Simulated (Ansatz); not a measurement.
```
Sn O
1.0
     3.09884    0.00000    0.00000
    -1.54942    2.68368    0.00000
     0.00000    0.00000   10.27019
Sn O
2 4
Direct
  0.00000 0.00000 0.50000
  0.00000 0.00000 0.00000
  0.66667 0.33333 0.39709
  0.66667 0.33333 0.10291
  0.33333 0.66667 0.60291
  0.33333 0.66667 0.89709
```

Space group P6₃/mmc; a structure from a database of computed crystals, not necessarily the ambient phase; not relaxed (largest force 0.5 eV/Å).

Method: Ansatz, DFT LDA+D3(BJ), scalar-relativistic, plane waves, PAW.

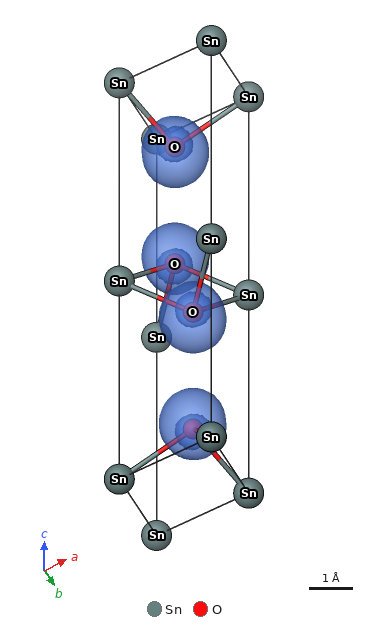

SnO2. Isosurface of the ELF at 0.75 (blue), seen at an oblique angle. Core shells and regions of very low density are left out. Sticks mark near contacts.

Q: Describe the localisation domains.

A: The surface consists of four regions wrapped around O (the valence shell of each), counted in one cell of 6 atoms. Regions shared between cells count once. Profiles from the grid: Sn–O (2.08 Å): the ELF peaks at about 0.80 in the valence shell of O, 0.6 Å from its nucleus, and is about 0.25 at the midpoint: no shared electron pair shows on this line.

Q: Does the calculation make it a metal, or give it a gap?

A: It is gapped, with a Kohn–Sham gap of 2.5 eV on the k-point mesh (the band edges may lie off the mesh, which would make the gap smaller).
